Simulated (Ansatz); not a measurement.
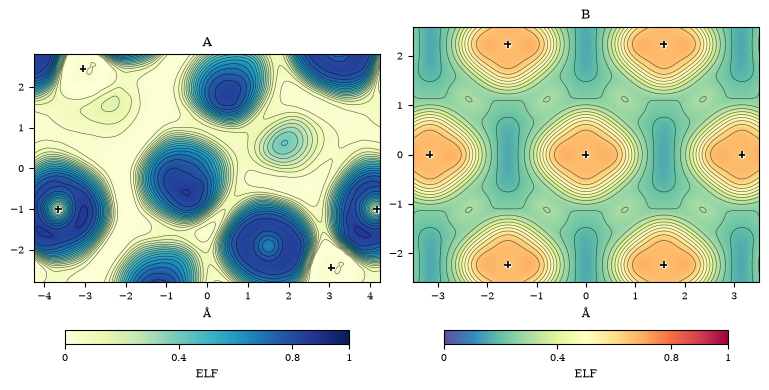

The ELF of 2 systems, each on a plane through atoms (crosses mark nuclei in the plane).

Theory: Kohn-Sham DFT of a periodic cell, BLYP with D4, Ansatz PAW (Ansatz).

System 1: Al2O3, the (111) plane of the conventional cell. Space group P-3m1; a structure from a database of computed crystals, not necessarily the ambient phase.

System 2: Pt, the (110) plane of the conventional cell. Space group Im-3m; a structure from a database of computed crystals, not necessarily the ambient phase.

```
Pt
1.0
     3.16123    0.00000    0.00000
     0.00000    3.16123    0.00000
     0.00000    0.00000    3.16123
Pt
2
Direct
  0.00000 0.00000 0.00000
  0.50000 0.50000 0.50000
```

**Which map belongs to which system?**

Panel A is system 1, Al2O3: the plane holds Al and O. Al–O (1.83 Å): the ELF peaks at about 0.85 in the valence shell of O, 0.7 Å from its nucleus, and is about 0.85 at the midpoint. Panel B is system 2, Pt: the plane holds Pt. Pt–Pt (2.74 Å): the ELF is about 0.30 at the midpoint; no localised pair shows between them.
